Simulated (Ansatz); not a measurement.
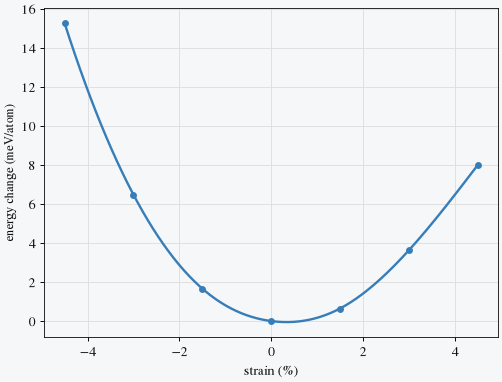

The figure shows the energy change against strain for Ag, space group Fm-3m (No. 225).

The given structure:
```xyz
2
Lattice="2.0272 2.0272 0.0000 -2.0272 2.0272 0.0000 0.0000 0.0000 4.0544" Properties=species:S:1:pos:R:3 pbc="T T T"
Ag    0.0000    0.0000    0.0000
Ag    0.0000    2.0272    2.0272
```

Computed with Ansatz 0.2.0: energy, stress and cell of a relaxed crystal along a series of strains, atoms and what the cell freedom names relaxed within the symmetry; stress is positive in compression; plane waves with PAW datasets, Γ-centred k mesh; energies extrapolated to zero smearing. Level: PBEsol, no spin polarisation.

- wave cutoff: 420 eV
- k mesh: 18×18×14
- occupations: Gaussian
- smearing width: 0.1 eV
- strain kind: uniaxial along a
- cell freedom: lengths b and c free, angles held

From this curve and the settings, what does the calculation give for the volume change, c/a and stress xx at the same points?

The volume change rises from −1.48 % at strain −4.5 % to 0.97 % at 4.5 %. The c/a falls from 1.5290 at strain −4.5 % to 1.2972 at 4.5 %. The stress xx falls from 3.32 GPa at strain −4.5 % to −1.46 GPa at 4.5 %, and changes sign near 0.1 %.

```json
{"strain (%)": "-4.5", "volume change (%)": "-1.48", "c/a": "1.5290", "stress xx (GPa)": "3.32"}
{"strain (%)": "-3.0", "volume change (%)": "-1.03", "c/a": "1.4884", "stress xx (GPa)": "2.10"}
{"strain (%)": "-1.5", "volume change (%)": "-0.55", "c/a": "1.4496", "stress xx (GPa)": "0.99"}
{"strain (%)": "0.0", "volume change (%)": "0.00", "c/a": "1.4142", "stress xx (GPa)": "0.04"}
{"strain (%)": "1.5", "volume change (%)": "0.31", "c/a": "1.3722", "stress xx (GPa)": "-0.63"}
{"strain (%)": "3.0", "volume change (%)": "0.75", "c/a": "1.3368", "stress xx (GPa)": "-1.28"}
{"strain (%)": "4.5", "volume change (%)": "0.97", "c/a": "1.2972", "stress xx (GPa)": "-1.46"}
```

Note: given cell holds a small stress on this mesh.
